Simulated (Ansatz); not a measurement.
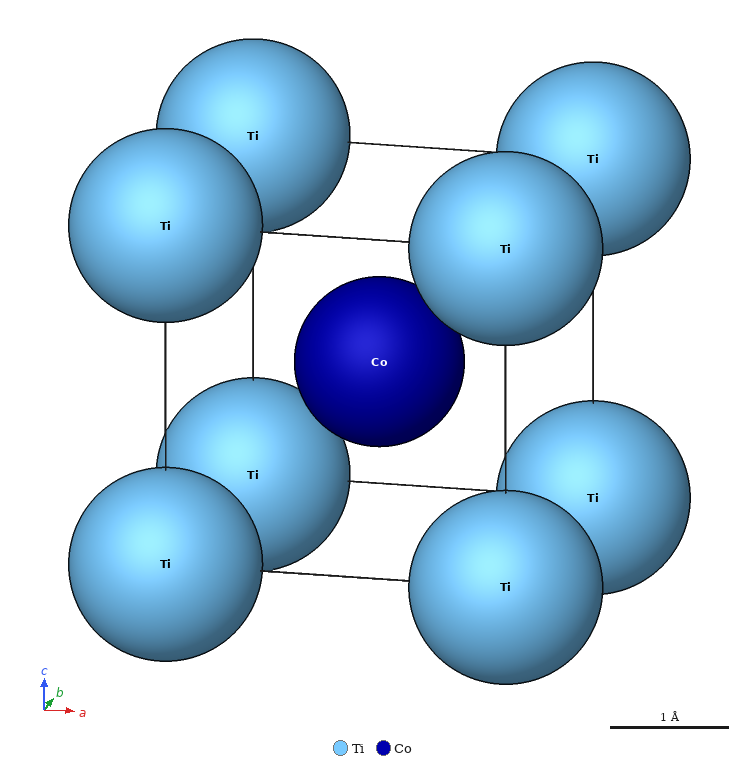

Spheres-only model, viewed slightly off an axis. The frame is the simulation cell; atoms at its boundary are shown with their periodic copies.

```
CELL_PARAMETERS angstrom
2.98559 0.00000 0.00000
0.00000 2.98559 0.00000
0.00000 0.00000 2.98559
ATOMIC_POSITIONS crystal
Ti 0.00000 0.00000 0.00000
Co 0.50000 0.50000 0.50000
```

Level of theory: Ansatz, DFT PBE, scalar-relativistic, plane waves, PAW. Settings were 420 eV cutoff, k-grid 14×14×14, Gaussian smearing of 0.1 eV, collinear spins. The state is ferromagnetic.

> How charged are the atoms, by the Bader scheme?

Ti +1.19 e; Co -1.19 e.

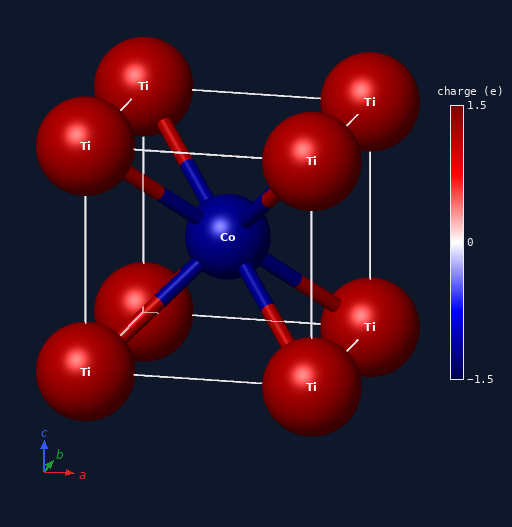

The atoms coloured by those charges.

Origin of the cell: a structure listed in the Materials Project. Earlier steps of the study may have refined or changed the cell and positions. It was run through Ansatz as a DFT input.
